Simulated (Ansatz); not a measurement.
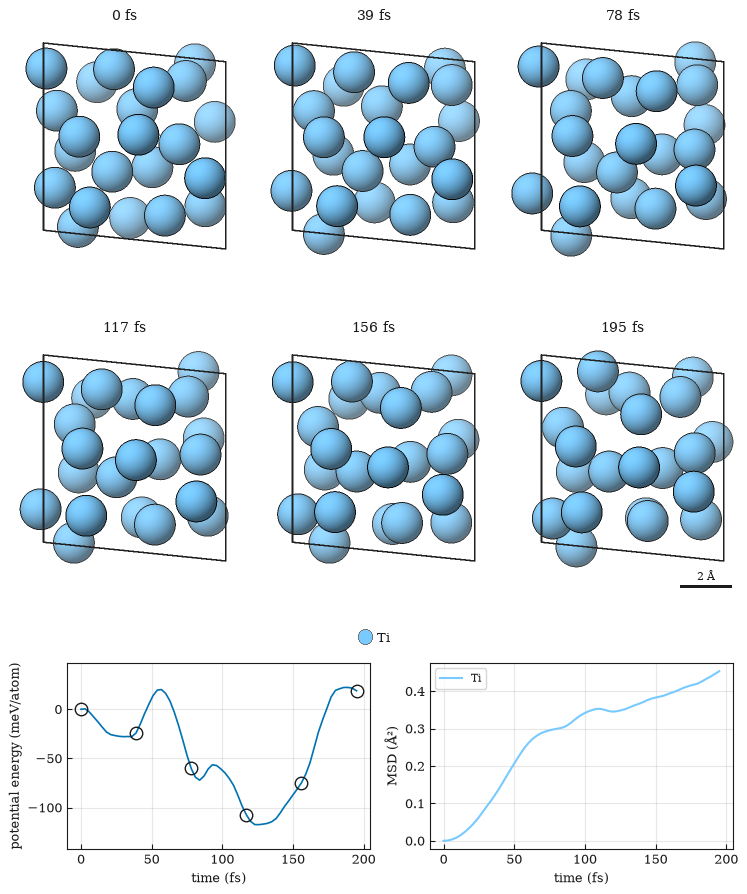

Molecular dynamics of an amorphous cell of composition Ti (22 atoms in the cell), 195 fs long. It starts from the last geometry of an earlier run, with fresh velocities. Frames and the history of the run. Style: spheres-only. Shown: the simulation cell, along the a axis.

Computed with DFT PBE, scalar-relativistic, plane waves, PAW in Ansatz. Run with plane-wave cutoff 420 eV; k-point mesh 1 × 1 × 1; Fermi-Dirac smearing 0.181 eV; volume 1.04 times that of the relaxed crystal; set temperature 2100 K; time step 3 fs.

The input:
```yaml
crystal:
  lattice:
    - [7.403636, 0.024252, -0.115653]
    - [0.024252, 7.258486, -0.376421]
    - [-0.115653, -0.376421, 7.422113]
  atoms:
    - { symbol: Ti, position: [0.6412133415, 0.0628091111, 0.2333137016] }
    - { symbol: Ti, position: [0.675336045, 0.7458731108, 0.5340117543] }
    - { symbol: Ti, position: [0.3034094853, 0.5147659636, 0.698872893] }
    - { symbol: Ti, position: [0.6835662184, 0.3873027746, 0.8988475416] }
    - { symbol: Ti, position: [0.9851351479, 0.8871713602, 0.3665076689] }
    - { symbol: Ti, position: [0.0994452201, 0.9402351759, 0.6729570048] }
    - { symbol: Ti, position: [0.1129557969, 0.4756211958, 0.1133731001] }
    - { symbol: Ti, position: [0.9666315981, 0.5208195796, 0.561965216] }
    - { symbol: Ti, position: [0.117069896, 0.8312350229, 0.9698210809] }
    - { symbol: Ti, position: [0.4641833337, 0.7819082461, 0.8754310779] }
    - { symbol: Ti, position: [0.3276797016, 0.5976863303, 0.3959985774] }
    - { symbol: Ti, position: [0.8695173114, 0.6052088937, 0.8222610779] }
    - { symbol: Ti, position: [0.4557265013, 0.0737164613, 0.6456784751] }
    - { symbol: Ti, position: [0.7802168528, 0.1967099926, 0.5193157405] }
    - { symbol: Ti, position: [0.2428575953, 0.174306833, 0.441461221] }
    - { symbol: Ti, position: [0.0608356648, 0.2941923306, 0.8202215504] }
    - { symbol: Ti, position: [0.6614155538, 0.6662761648, 0.1446048782] }
    - { symbol: Ti, position: [0.3780440949, 0.1890502935, 0.0365199998] }
    - { symbol: Ti, position: [0.747713892, 0.0162189766, 0.8649582069] }
    - { symbol: Ti, position: [0.5658628871, 0.3774835848, 0.3504332378] }
    - { symbol: Ti, position: [0.8696338605, 0.2546017037, 0.1470297305] }
    - { symbol: Ti, position: [0.3392616737, 0.8887783288, 0.2169255889] }
  symmetry: { detect: false }
basis:
  ecutwfc: 420
  xc_grid: 1
kpoints:
  mp_grid: { grid: [1, 1, 1], shift: [0.25, 0.25, 0.25] }
hamiltonian:
  xc: pbe
scf:
  occupations: { method: fermi_dirac, width: 0.181 }
  lower_state_search: "off"
  convergence: { dr2_threshold: 1.0e-05 }
output:
  forces: true
  stress: true
md:
  timestep: 3.0
  n_steps: 65
  ensemble: nvt_langevin
  friction: 0.03
  temperature: 2100.0
  initial_velocities: maxwell_boltzmann
  seed: 93834
```

Command:
```bash
ansatz run input.yaml --threads 2 --pin off --max-ram 5120MiB --backend cpu --events-out ev --progress --plain --runs-dir out
```

What happens in this trajectory?

Answer. Over the second half the temperature averages 2013 K (spread ±260 K). The potential energy is still drifting at the end, so the run hasn't reached equilibrium. The potential energy in the second half lies on average 59.7 meV per atom below the first frame. The mean pressure there is 4.5 GPa. Root-mean-square distances from the starting positions over the second half, with the common drift of all atoms taken out: Ti 0.62 Å. Against the typical shortest distance between atoms in the first frame, about 2.4 Å these are large excursions, but over 195 fs one can't yet tell strong vibration from the start of diffusion.

Limits of the set-up: the k-point mesh is coarse for a cell with partly filled bands; the periodic images lie only 7.3 Å apart, so the values are limited by the cell's size.
